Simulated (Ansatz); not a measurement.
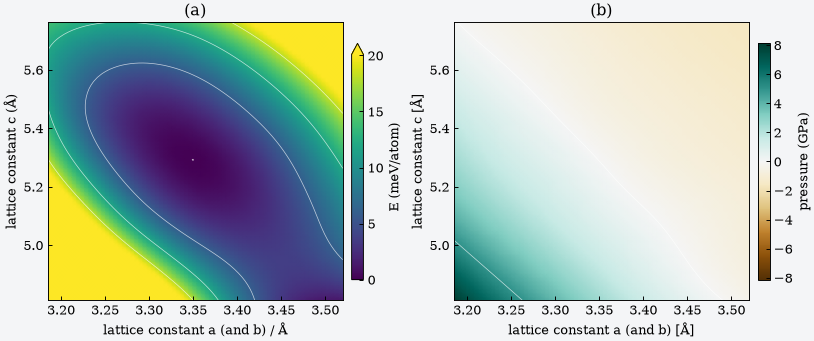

Hg (P6_3/mmc, No. 194; 2 atoms in the cell). 
- The energy is mapped over the lattice constants a and c of the conventional cell.
- First axis: lattice constant a (and b). Second axis: lattice constant c.
- Nothing is relaxed (symmetry fixes all fractional coordinates).
- The scan uses a 7 × 7 grid.
- All energies are given in meV/atom relative to the lowest grid point.
- These are results of Ansatz 0.2.0, DFT PBE+D3(BJ), scalar-relativistic, plane waves, PAW, not measurements. Settings: cutoff 420 eV, k-mesh 15×15×8 in the order of the run's cell vectors, gaussian smearing 0.15 eV, no spin polarisation.

Panel (a) is the energy and panel (b) the computed pressure on the same grid.

The picture shows a smooth colour map with a few white contour lines, one colour for all values above the top of the scale. Between grid points the surface is interpolated.

> How does the pressure vary over the map, and what is it at the lowest grid point?

It runs from −1.6 GPa at lattice constant a (and b) = 3.520 Å, lattice constant c = 5.762 Å to 8.1 GPa at lattice constant a (and b) = 3.185 Å, lattice constant c = 4.810 Å. At the lowest grid point, lattice constant a (and b) = 3.352 Å, lattice constant c = 5.286 Å, it is 0.0 GPa.

```
lattice constant c ↓, lattice constant a (and b) →  3.185  3.240  3.296  3.352  3.408  3.464  3.520
                                             5.762    0.1   −0.4   −0.7   −1.0   −1.3   −1.5   −1.6
                                             5.603    0.7    0.1   −0.4   −0.8   −1.1   −1.3   −1.5
                                             5.445    1.6    0.7    0.0   −0.5   −0.8   −1.1   −1.3
                                             5.286    2.5    1.4    0.7    0.0   −0.5   −0.9   −1.1
                                             5.128    3.8    2.4    1.4    0.5   −0.1   −0.5   −0.9
                                             4.969    5.7    3.8    2.5    1.3    0.5   −0.2   −0.7
                                             4.810    8.1    5.8    4.0    2.5    1.3    0.4   −0.3
```
